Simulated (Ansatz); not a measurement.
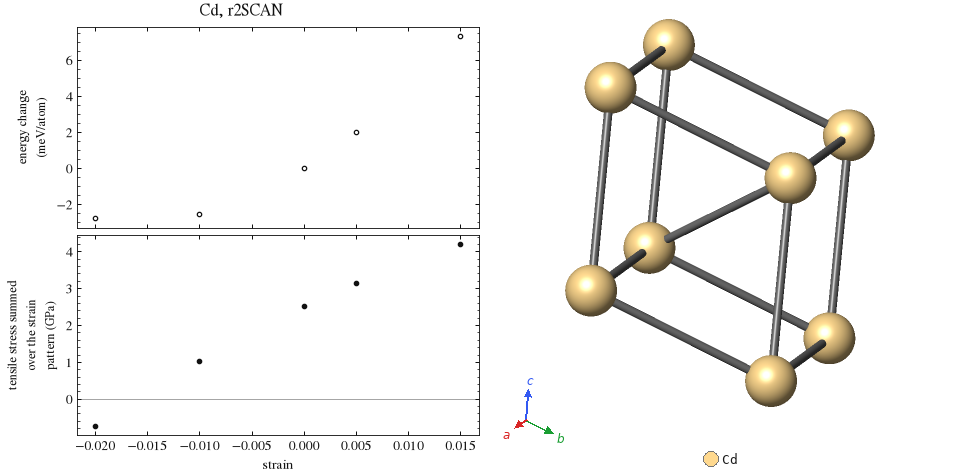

The figure shows the energy change and tensile stress summed over the strain pattern against strain for Cd, space group Im-3m (No. 229). The cell is drawn beside the plot.

Starting cell:
```yaml
crystal:
  lattice:
    - [-1.78432, 1.78432, 1.78432]
    - [1.78432, -1.78432, 1.78432]
    - [1.78432, 1.78432, -1.78432]
  atoms:
    - { symbol: Cd, position: [0.00000, 0.00000, 0.00000] }
```

How it was computed, with Ansatz 0.2.0: homogeneous strain of a crystal along one Voigt pattern with engineering shear, fractional coordinates fixed, by plane-wave density functional theory with PAW datasets, free energies less that of the undisturbed cell; scalar-relativistic. Level: r2SCAN, no spin polarisation.

```csv
setting,value
wave cutoff,500 eV
k mesh,18×18×18
occupations,Gaussian
smearing width,0.15 eV
k shift,"(0, 0, 0) (mesh steps)"
start,as given
strain pattern,"(1, 1, 0, 0, 0, 0) (xx yy zz yz xz xy with engineering shear)"
```

> Is the starting structure at a minimum along this coordinate?

No: the energy falls towards negative values, so the start isn't a stationary minimum along this path.

> How does the energy change vary with strain?

It rises from −2.79 meV/atom at strain −0.020 to 7.31 meV/atom at 0.015.

> Read off the course of the tensile stress summed over the strain pattern.

It rises from −0.747 GPa at strain −0.020 to 4.195 GPa at 0.015, and changes sign near −0.016.

Note: reference crystal is not relaxed.
